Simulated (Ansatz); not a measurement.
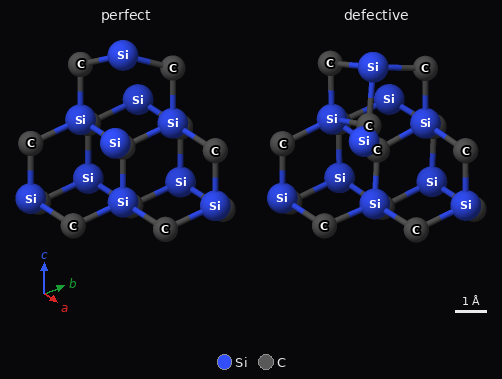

Left: perfect SiC. Right: the same region with one point defect, after relaxing the atoms in a supercell of 256 sites. A ball-and-stick model of the atoms within 3.8 Å of one point, seen slightly off an axis.

Level of theory: Ansatz, DFT, PBEsol, PAW, plane waves. Set-up: plane-wave cutoff 420 eV; k-point mesh 1 × 1 × 1; mesh shifted by (0.25, 0.25, 0.25); no spin polarisation. Fermi-Dirac smearing of 0.01 eV. A uniform background neutralises the charged cell. The axes drawn are those of the host's conventional cell.

Question: Which defect is it?

Answer: An extra carbon atom is put between the host's atoms (an interstitial).

The charge state of the cell is −2.

Question: What does the relaxation do around it?

Answer: The C atom starts with 4 C at 1.88 to 1.89 Å, 6 Si at 2.18 Å around its place and ends with 1 C at 1.46 Å. Of the host's atoms, a carbon atom moves furthest from its site, by 0.98 Å. The C atom itself moves 1.32 Å from where it was put.

Limits of the set-up: the cell is charged, on a uniform background, and energies carry no finite-size correction.
